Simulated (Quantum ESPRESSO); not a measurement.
## ZrO2: 7 runs along one coordinate

System: ZrO2 (Fm-3m, 3 atoms in the cell).
Method: Kohn-Sham DFT of a periodic cell, PBE, SSSP 1.3 efficiency PBE, no spin polarisation (Quantum ESPRESSO 7.5).

The 7 runs differ only in the geometry, by an even scaling of the cell at fixed fractional positions. The structure derives from a Materials Project entry.

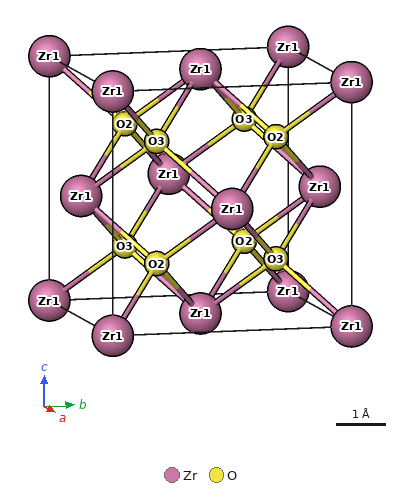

Figure 1. The structure of run 4 (ball-and-stick view of the cell 4 times as large as that of the calculation, set on its symmetry axes, seen slightly off an axis; atoms are numbered from 1 in the order of the input).

**Input of run 4**
```
&CONTROL
  calculation = 'scf'
  prefix = 'pwscf'
  outdir = './tmp'
  pseudo_dir = './pseudo'
  tprnfor = .true.
  tstress = .true.
  disk_io = 'low'
/
&SYSTEM
  ibrav = 0
  nat = 3
  ntyp = 2
  ecutwfc = 55
  ecutrho = 440
  nbnd = 19
  occupations = 'smearing'
  smearing = 'fd'
  degauss = 0.00367493
/
&ELECTRONS
  conv_thr = 6d-10
  electron_maxstep = 120
  mixing_beta = 0.5
/
ATOMIC_SPECIES
Zr    91.2240 Zr_pbe_v1.uspp.F.UPF
O     15.9990 O.pbe-n-kjpaw_psl.0.1.UPF
CELL_PARAMETERS angstrom
   0.0000000000    2.5450727058    2.5450727058
   2.5450727058    0.0000000000    2.5450727058
   2.5450727058    2.5450727058    0.0000000000
ATOMIC_POSITIONS crystal
Zr     0.0000000000    0.0000000000    0.0000000000
O      0.7500000000    0.7500000000    0.7500000000
O      0.2500000000    0.2500000000    0.2500000000
K_POINTS automatic
9 9 9 0 0 0
```

**File pp_density.in of run 4**
```
&INPUTPP
  prefix = 'pwscf'
  outdir = './tmp'
  filplot = 'density.dat'
  plot_num = 0
/
&PLOT
  nfile = 1
  filepp(1) = 'density.dat'
  iflag = 3
  output_format = 6
  fileout = 'density.cube'
/
```

**File pp_potential.in of run 4**
```
&INPUTPP
  prefix = 'pwscf'
  outdir = './tmp'
  filplot = 'potential.dat'
  plot_num = 11
/
&PLOT
  nfile = 1
  filepp(1) = 'potential.dat'
  iflag = 3
  output_format = 6
  fileout = 'potential.cube'
/
```

Command:
```bash
OMP_NUM_THREADS=1 pw.x -in pw.in > pw.out
OMP_NUM_THREADS=1 pp.x -in pp_density.in > pp_density.out
OMP_NUM_THREADS=1 pp.x -in pp_potential.in > pp_potential.out
```

Run 3 has the same physical settings and fractional positions; its lattice vectors (Å) are:
```
   0.000000    2.527991    2.527991
   2.527991    0.000000    2.527991
   2.527991    2.527991    0.000000
```

**Results, with one run withheld**

| run | volume per atom (Å³) | free energy per atom, from the lowest run given (meV) | pressure (GPa) | gap on the mesh (eV) |
| --- | --- | --- | --- | --- |
| 1 | 10.331 | 49.86 | 20.77 | 3.58 |
| 2 | 10.551 | 25.54 | 14.30 | 3.52 |
| 3 | 10.770 | ? | ? | ? |
| 4 | 10.990 | 1.39 | 3.20 | 3.41 |
| 5 | 11.210 | 0.00 | −1.54 | 3.35 |
| 6 | 11.430 | 4.80 | −5.83 | 3.30 |
| 7 | 11.650 | 15.21 | −9.69 | 3.24 |

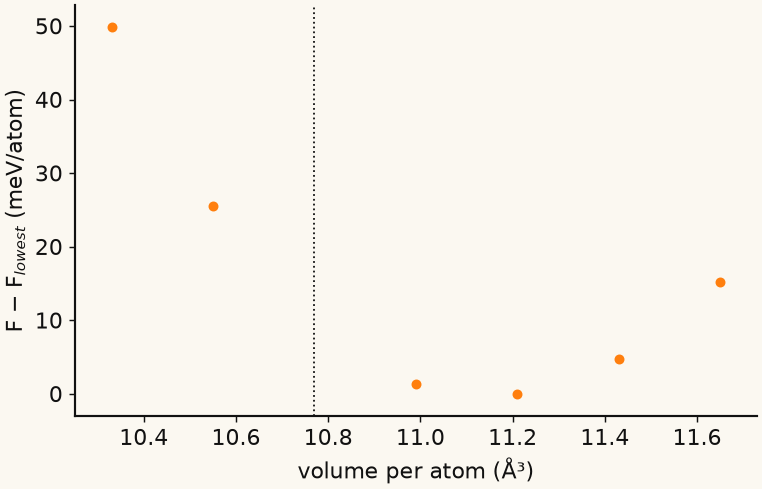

Figure 2. Free energy per atom of the runs given; the dotted line marks run 3.

What should run 3 give?

A cubic polynomial in V^(−2/3) (the Birch–Murnaghan form), fitted to the 6 runs given, misses them by at most 0.01 meV per atom. With x = V^(−2/3) − 0.20205 Å⁻², it reads F = 0.99113 + 1521.8 x + 4.6072e+05 x² + 1.8247e+05 x³ (meV per atom). At run 3 it gives 9.70 meV per atom, and the run itself gives 9.65. The slope of the fit gives a pressure −dF/dV of 8.72 GPa there, and the run prints 8.47 GPa. The two needn't agree exactly: the fit is approximate, and the printed stress is taken on a finite basis. The fit has its minimum at 11.147 Å³ per atom, where V d²F/dV² gives 236 GPa: the bulk modulus at this level, since symmetry fixes the shape and the positions. The gap on the mesh goes, without turning, from 3.58 eV in run 1 to 3.24 eV in run 7; run 3 has 3.46 eV. These are gaps of this functional on this mesh, which can miss the band edges; they aren't the measured gap.

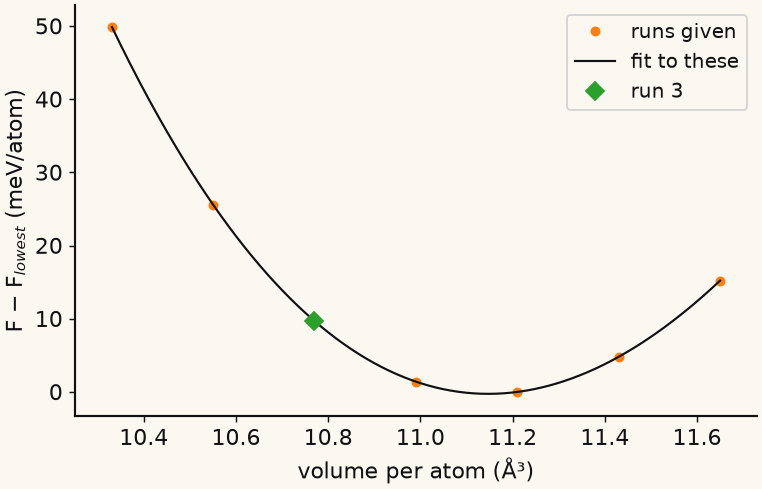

Figure 3. The fit and the withheld run.

**Some lines of the output (run 3)**
```
[...]
     number of k points=    35  Fermi-Dirac smearing, width (Ry)=  0.0037
     total energy              =    -182.52902006 Ry
     total energy              =    -182.83345998 Ry
     total energy              =    -182.93542342 Ry
     total energy              =    -182.93800204 Ry
     total energy              =    -182.93794486 Ry
     total energy              =    -182.93799130 Ry
     total energy              =    -182.93799098 Ry
     total energy              =    -182.93799147 Ry
     the Fermi energy is    14.6918 ev
!    total energy              =    -182.93799147 Ry
     The total energy is F=E-TS. E is the sum of the following terms:
     Computing stress (Cartesian axis) and pressure
          total   stress  (Ry/bohr**3)                   (kbar)     P=       84.68
```

Notes on the run: negative rho.
